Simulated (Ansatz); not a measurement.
## WS2: single-point calculation

The run: single-point calculation of WS2 (slab, 12 atoms in the cell). Method and program: DFT PBE+D3(BJ), scalar-relativistic, plane waves, PAW, no spin polarisation (Ansatz 0.2.0).

The structure derives from an entry of the Crystallography Open Database. It belongs to a series of runs on one base structure; here: the slab at its places in the relaxed adsorbed structure. Figures and captions count atoms from 1; the log counts them from 0 in places.

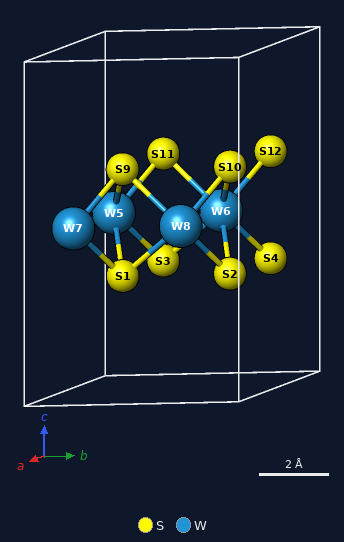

The input geometry (ball-and-stick view of the cell of the calculation, with the vacuum cut short, seen slightly off an axis; atoms are numbered from 1 in the order of the input). An atom can appear more than once, as a periodic image. Near neighbours in the periodic cell (some may lie outside the picture): S has 3 W at 2.41 Å; W has 6 S at 2.41 Å.

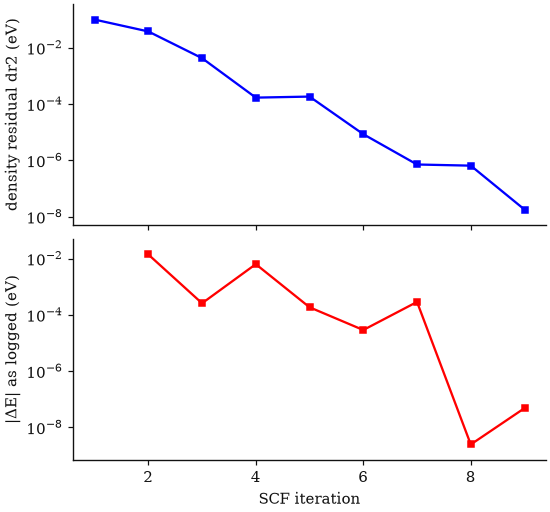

Convergence of the self-consistent field: density residual dr2 and size of the energy change against the SCF iteration. The residual falls almost steadily, with no more than small rises.

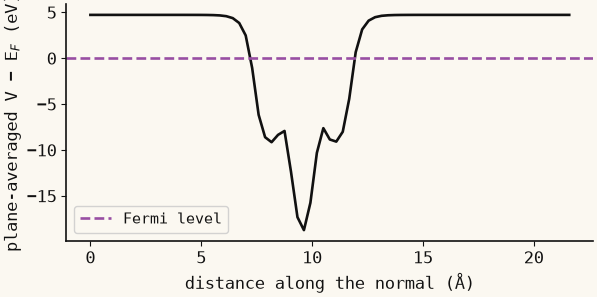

Plane average of the electrostatic potential energy of an electron across the cell, from the Fermi level. The vacuum level lies 4.72 eV above the Fermi level.

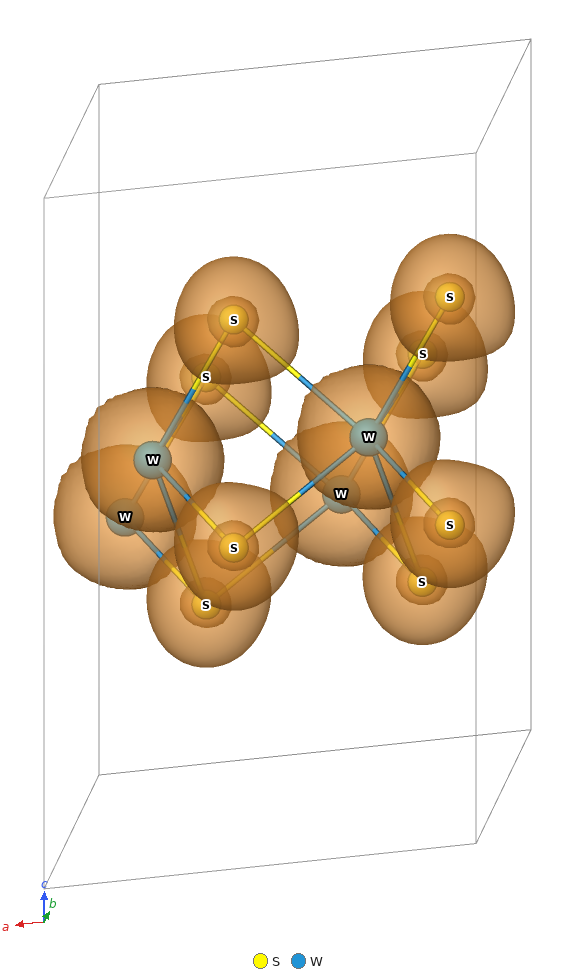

Isosurface of the valence charge density (pseudo) at 0.8 e/Å³ (orange), seen at an oblique angle. Sticks mark near contacts. At this value the density breaks into separate islands; it holds about 55 % of the electrons treated as valence (semicore included). It is pinched off along the W–S (2.41 Å) contacts. On the grid the lowest density along these lines, outside the cores, is 0.63 e/Å³ (W–S, 2.41 Å). In a PAW calculation such maps are meaningful between the atoms, not at the nuclei.

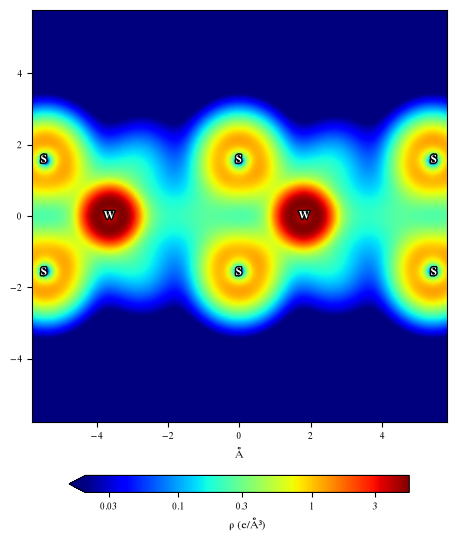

Valence pseudo-density on the (110) plane of the calculation cell, a cut from vacuum to vacuum. Atoms in the plane: S and W. W–S (2.41 Å): the density is about 0.63 e/Å³ at the midpoint. The density dies away to nearly zero in the vacuum.

The input that produced these results follows, with the program's output.

The input
```yaml
crystal:
  lattice:
    - [6.3144062686, 0.0, 0.0]
    - [-3.1572031343, 5.4684362384, 0.0]
    - [0.0, 0.0, 21.8901666289]
  atoms:
    - { symbol: S, position: [0.6666666667, 0.3333333333, 0.3654609001] }
    - { symbol: S, position: [0.6666666667, 0.8333333333, 0.3654609001] }
    - { symbol: S, position: [0.1666666667, 0.3333333333, 0.3654609001] }
    - { symbol: S, position: [0.1666666667, 0.8333333333, 0.3654609001] }
    - { symbol: W, position: [0.3329097942, 0.1665557515, 0.4375245515] }
    - { symbol: W, position: [0.3334457139, 0.6666404732, 0.4376089827] }
    - { symbol: W, position: [0.8335599292, 0.1663086118, 0.4373903875] }
    - { symbol: W, position: [0.833422399, 0.6671242638, 0.4375351697] }
    - { symbol: S, position: [0.666984814, 0.3329792099, 0.5092505163] }
    - { symbol: S, position: [0.6668474088, 0.8337662885, 0.5096156216] }
    - { symbol: S, position: [0.166200779, 0.3331132997, 0.5095944463] }
    - { symbol: S, position: [0.1666743087, 0.8333297288, 0.5096431173] }
basis:
  ecutwfc: 420
kpoints:
  mp_grid: { grid: [3, 3, 1] }
hamiltonian:
  xc: pbe
  dispersion: d3bj
scf:
  occupations: { method: gaussian, width: 0.05 }
output:
  forces: true
  eigenvalues: true
  write_density: true
  volumetric_format: npy
efield:
  axis: 3
  dipole_correction: true
  ramp_width: 0.04
```

Run as:
```bash
ansatz run input.yaml --threads 4 --pin off --max-ram 10240MiB --backend cpu --events-out ev --progress --plain --runs-dir out
```

What the program printed
```
Engine: ansatz 0.2.0, x86_64-unknown-linux-gnu
Pseudopotentials: kind: paw
Pseudopotential: S, paw, valence charge 6, recommended cutoff 420 eV (normal), S.paw.azcp
Pseudopotential: W, paw, valence charge 14, recommended cutoff 420 eV (normal), W.paw.azcp
Functional definition: PBE
  parameter kappa = 0.804
  parameter beta = 0.06672455060314922
  exchange = pbe_x(kappa = kappa, mu = beta*pi^2/3)
  correlation = pbe_c(beta = beta)
Crystal: 12 atoms, lattice volume = 755.866 Å³
Basis set: ecut = 420 eV, 14773 PW (Γ), exchange–correlation on 90×90×300 points (8 copies of the dense FFT grid, shifted against one another)
Bands: 64, of which v1, the nominal top of the filled ones, is band 52 counted from 1 (51 counted from 0)
Symmetry: 1 space group operations
Space group: P1 (ITA 1), of the structure as read, at distance tolerance 9.1e-5 Å
k-points: 5 of 9 (time reversal used)
Non-local potential: S, projectors of the file, l = 0: 2, l = 1: 2, l = 2: 2
Non-local potential: W, projectors of the file, l = 0: 3, l = 1: 2, l = 2: 2, l = 3: 1
PAW form: soft (Blöchl's): semilocal exchange-correlation on the pseudo side does not see the compensation charge
PAW one-centre angular grid: S, 110 points (default); XC on 64 Gauss nodes
PAW one-centre angular grid: W, 590 points (default); XC on 64 Gauss nodes
Initial density: superposition of atomic densities (neutral atoms: chi_scale 0, normalization atom), corrected by the library's trained network
Initial wavefunctions: pseudopotential atomic-orbital guess
Functional: x = pbe(κ = 0.804, μ = 0.2195149727645171), c = pbe(β = 0.06672455060314922)
SCF iter   1: F=—  HF=-48769.405774 eV  |F-HF|=—  |Δ(HF+E_count)|=         —  Δρ=3.17e-3  dr2=9.99e-2  ethr=1.77e-3  p=0.000 e·Å  D=4.47e-5 V/Å  ΔV_dip=-0.00 eV  dr2_dipole=3.73e-7  V_vac-E_F(+/−)=5.03/5.04 eV  ⟨swp⟩=9.0  Hψ=1735  notcnv=0
efield: sawtooth ramp at fractional position 0.9176 (placed from the atoms, in the widest stretch of the axis that holds none; the zero of the levels goes with the place), width 0.0400; the density the first Hamiltonian is built on has a dipole p = 0.000 e·Å; the dipole correction subtracts the counter field D = 4.47e-5 V/Å, which shifts the + side's vacuum level by -0.00 eV against the − side's; the planar-averaged density in the ramp window peaks in size at 1.5e-5 e/Å³
preconditioner: auto → Resta (q_TF=auto, 1.960 Å⁻¹)  ε∞=2.9  [insulator: Δε(μ)=1.930 eV  Ē_g=8.345 eV  σ=0.050 eV  W_gap=1.00  n_scr=78 (ndim 8)  ℏωp=11.5 eV  f_vac=0.688  D(μ)=0.00/eV (n_scr^D=0)  ε∞_Penn≈2.9  vacuum switching on, ρ_ref=5.1e-3 e/Å³]
SCF iter   2: F=—  HF=-48769.419731 eV  |F-HF|=—  |Δ(HF+E_count)|=   1.40e-2  Δρ=1.92e-3  dr2=3.78e-2  ethr=9.61e-5  p=-0.000 e·Å  D=-3.91e-5 V/Å  ΔV_dip=0.00 eV  dr2_dipole=5.92e-7  V_vac-E_F(+/−)=4.79/4.79 eV  ⟨swp⟩=3.4  Hψ=563  notcnv=0  defer=25
SCF iter   3: F=—  HF=-48769.419989 eV  |F-HF|=—  |Δ(HF+E_count)|=   2.58e-4  Δρ=1.09e-3  dr2=4.26e-3  ethr=3.64e-5  p=0.000 e·Å  D=1.92e-5 V/Å  ΔV_dip=-0.00 eV  dr2_dipole=1.65e-7  V_vac-E_F(+/−)=4.83/4.83 eV  ⟨swp⟩=2.0  Hψ=436  notcnv=0  defer=25
SCF iter   4: F=—  HF=-48769.426330 eV  |F-HF|=—  |Δ(HF+E_count)|=   6.34e-3  Δρ=1.77e-4  dr2=1.69e-4  ethr=4.10e-6  p=-0.000 e·Å  D=-9.83e-5 V/Å  ΔV_dip=0.00 eV  dr2_dipole=2.06e-6  V_vac-E_F(+/−)=4.74/4.74 eV  ⟨swp⟩=2.0  Hψ=475  notcnv=0  defer=25
SCF iter   5: F=—  HF=-48769.426517 eV  |F-HF|=—  |Δ(HF+E_count)|=   1.86e-4  Δρ=6.82e-5  dr2=1.84e-4  ethr=1.62e-7  p=0.001 e·Å  D=2.77e-4 V/Å  ΔV_dip=-0.01 eV  dr2_dipole=2.73e-5  V_vac-E_F(+/−)=4.72/4.73 eV  ⟨swp⟩=3.6  Hψ=740  notcnv=0  defer=25
SCF iter   6: F=—  HF=-48769.426488 eV  |F-HF|=—  |Δ(HF+E_count)|=   2.89e-5  Δρ=1.98e-5  dr2=8.51e-6  ethr=1.62e-7  p=-0.000 e·Å  D=-6.51e-5 V/Å  ΔV_dip=0.00 eV  dr2_dipole=5.18e-7  V_vac-E_F(+/−)=4.72/4.72 eV  ⟨swp⟩=2.0  Hψ=405  notcnv=0  defer=25
SCF iter   7: F=—  HF=-48769.426200 eV  |F-HF|=—  |Δ(HF+E_count)|=   2.88e-4  Δρ=6.63e-6  dr2=7.13e-7  ethr=8.18e-9  p=-0.000 e·Å  D=-1.84e-5 V/Å  ΔV_dip=0.00 eV  dr2_dipole=9.24e-10  V_vac-E_F(+/−)=4.72/4.72 eV  ⟨swp⟩=2.2  Hψ=476  notcnv=0  defer=25
SCF iter   8: F=—  HF=-48769.426200 eV  |F-HF|=—  |Δ(HF+E_count)|=   2.47e-9  Δρ=5.05e-6  dr2=6.49e-7  ethr=9.62e-11  p=-0.000 e·Å  D=-3.37e-5 V/Å  ΔV_dip=0.00 eV  dr2_dipole=4.68e-8  V_vac-E_F(+/−)=4.72/4.72 eV  ⟨swp⟩=14.4  Hψ=1864  notcnv=0
SCF iter   9: F=-48769.426200 eV  HF=-48769.426200 eV  |F-HF|=9.87e-9  |Δ(HF+E_count)|=   4.82e-8  Δρ=1.28e-6  dr2=1.79e-8  ethr=9.62e-11  p=-0.000 e·Å  D=-2.34e-5 V/Å  ΔV_dip=0.00 eV  dr2_dipole=6.55e-10  V_vac-E_F(+/−)=4.72/4.72 eV  ⟨swp⟩=4.2  Hψ=1265  notcnv=0
SCF 1 converged in 9 iterations: F = -48769.426200 eV  dr2 = 1.79e-8
  greatest PAW one-centre occupation: 1.000 electrons in one spin orbital (limit 2), on the W atom at site 4 (counted from 0), in its partial waves of l = 0
SCF converged after 9 iterations
Free energy (F): -48769.426200 eV
Harris-Foulkes:  -48769.426200 eV  (|F-HF|=9.87e-9)
Internal energy: -48769.426200 eV  (E = F + TS)
E sigma→0 (E₀):  -48769.426200 eV
Fermi energy:    0.008397 eV
Dipole field:    D = -0.000006 V/Å  (p = -0.000024 e·Å, saw-weighted, corrected)
Work function:   Φ+ = 4.7168 eV   Φ− = 4.7167 eV
Levels:          The Fermi level and band energies are counted from a zero that moves with the ramp; work functions are not
--- Per-component energies (eV) ---
  E_band       = -1996.497486
  E_kinetic    = 2665.624875
  E_local      = -72410.903152  (includes V_loc(G=0)·N_el)
  E_nonlocal   = 229.186853
  E_hartree    = 34860.007161
  E_xc         = -1848.625709
  E_vxc        = -1660.025452  (∫ρ·V_xc dr)
  E_paw        = -39052.540242  (= ΣΔE_a)
  E_vpaw       = -540.400174  (= ΣTr[D̂ρ^β])
  E_aug_tail   = -0.000249  (compensation charges beyond the density's cutoff)
  E_efield     = 0.000000  (sawtooth field / dipole correction)
  E_vefield    = -0.000001  (∫n·V_field dr)
  E_ewald      = 26791.551605
  E_disp       = -3.727341  (pairwise vdW)
  E_smearing   = -0.000000  (= −TS)
  E_closure    = -0.000000  (closes the sum)
  Σ components = -48769.426200   (vs F -48769.426200, Δ=0.00e0)
--- Forces (eV/Å), atoms counted from 1 ---
  atom   1  S     -0.00997305     0.00695283     0.01297762
  atom   2  S     -0.00832512    -0.02169954    -0.01301929
  atom   3  S      0.01236677     0.01782111    -0.00914429
  atom   4  S      0.00728405    -0.00510456     0.02118836
  atom   5  W      0.04844466     0.00089239    -0.01768453
  atom   6  W     -0.02667343     0.00608166    -0.03824172
  atom   7  W     -0.04617624     0.03748560     0.01617353
  atom   8  W      0.02907019    -0.04855919    -0.02113621
  atom   9  S     -0.03305373     0.01992839     0.06412353
  atom  10  S      0.00775060    -0.02466257    -0.00065049
  atom  11  S      0.02538771     0.00683133    -0.00038526
  atom  12  S     -0.00610263     0.00403249    -0.01427718
  max |Σ_I F_I| component: 7.59e-5 eV/Å
--- Band table (eV; the first three rows and the last of 5) ---
  k-point 0: bands = ["-74.8824", "-74.8643", "-74.8641", "-74.8621", "-39.3589", "-39.3583", "-39.3574", "-39.1813", "-39.1142", "-39.1139", "-39.1135", "-39.0838", "-39.0828", "-39.0818", "-38.9976", "-38.9975", "-15.7937", "-14.1610", "-13.5979", "-13.5964", "-13.5945", "-13.3798", "-13.3749", "-13.3694", "-7.5075", "-7.5071", "-7.5059", "-7.3851", "-6.1824", "-6.1793", "-6.1771", "-5.4178", "-5.4153", "-5.4143", "-4.3555", "-4.3535", "-4.3528", "-3.7660", "-3.7658", "-3.1650", "-3.1628", "-3.1581", "-3.1390", "-2.5181", "-2.5174", "-2.1677", "-2.1657", "-2.1578", "-1.9080", "-1.9074", "-1.9044", "-1.0985", "1.9875", "1.9878", "2.0023", "2.0074", "2.0100", "2.1184", "2.1187", "2.4153", "2.4172", "2.4196", "3.0743", "3.0942"]
  k-point 1: bands = ["-74.8778", "-74.8684", "-74.8642", "-74.8626", "-39.3136", "-39.3128", "-39.2700", "-39.1645", "-39.1308", "-39.1297", "-39.1295", "-39.1141", "-39.1137", "-39.0898", "-39.0616", "-39.0190", "-15.3405", "-14.2738", "-13.9915", "-13.6226", "-13.6205", "-13.6029", "-13.3565", "-13.3539", "-6.9602", "-6.9582", "-6.8634", "-6.7723", "-6.2494", "-6.2458", "-5.5218", "-5.4733", "-5.2400", "-5.2365", "-4.7758", "-4.4955", "-4.4917", "-4.1661", "-4.0089", "-3.7541", "-3.7509", "-3.3319", "-3.1345", "-2.9941", "-2.9846", "-2.9331", "-2.4982", "-2.3812", "-2.2009", "-1.5725", "-1.5566", "-1.3862", "1.3837", "1.6180", "1.6214", "1.6369", "1.6677", "1.7913", "1.8962", "2.4359", "2.4369", "2.6978", "2.7063", "2.7101"]
  k-point 2: bands = ["-74.8778", "-74.8684", "-74.8643", "-74.8626", "-39.3135", "-39.3130", "-39.2700", "-39.1645", "-39.1308", "-39.1298", "-39.1293", "-39.1142", "-39.1136", "-39.0898", "-39.0616", "-39.0190", "-15.3405", "-14.2738", "-13.9915", "-13.6230", "-13.6201", "-13.6029", "-13.3556", "-13.3547", "-6.9597", "-6.9587", "-6.8633", "-6.7723", "-6.2490", "-6.2463", "-5.5218", "-5.4733", "-5.2393", "-5.2372", "-4.7758", "-4.4950", "-4.4921", "-4.1662", "-4.0088", "-3.7536", "-3.7514", "-3.3319", "-3.1345", "-2.9929", "-2.9859", "-2.9330", "-2.4982", "-2.3813", "-2.2010", "-1.5702", "-1.5588", "-1.3862", "1.3836", "1.6184", "1.6219", "1.6361", "1.6679", "1.7912", "1.8963", "2.4357", "2.4372", "2.6978", "2.7067", "2.7101"]
  k-point 4: bands = ["-74.8778", "-74.8684", "-74.8641", "-74.8626", "-39.3139", "-39.3125", "-39.2701", "-39.1645", "-39.1308", "-39.1306", "-39.1286", "-39.1139", "-39.1139", "-39.0898", "-39.0617", "-39.0190", "-15.3405", "-14.2738", "-13.9915", "-13.6218", "-13.6215", "-13.6028", "-13.3602", "-13.3501", "-6.9619", "-6.9565", "-6.8632", "-6.7724", "-6.2488", "-6.2466", "-5.5219", "-5.4731", "-5.2402", "-5.2364", "-4.7757", "-4.4936", "-4.4933", "-4.1665", "-4.0088", "-3.7560", "-3.7492", "-3.3320", "-3.1340", "-2.9946", "-2.9838", "-2.9336", "-2.4981", "-2.3813", "-2.2012", "-1.5765", "-1.5523", "-1.3864", "1.3833", "1.6148", "1.6212", "1.6414", "1.6665", "1.7921", "1.8966", "2.4352", "2.4378", "2.6979", "2.7078", "2.7093"]
```

Summary

```tsv
quantity	value
outcome	converged
electrons treated	104
free energy	−48769.4262 eV
work function, top face	4.72 eV
work function, bottom face	4.72 eV
Fermi energy	0.008 eV
gap on the k-point mesh	1.93 eV
work function (upper face)	4.72 eV
largest force (length of the vector)	0.075 eV/Å
hardware	4 threads of Intel Xeon @ 2.50GHz (Skylake/Cascade Lake), 189 GiB of memory available, shared host
wall time	18 s (CPU time 64 s)
peak memory	1.3 GiB
```

Remarks

Spin–orbit coupling is left out, which matters for W.
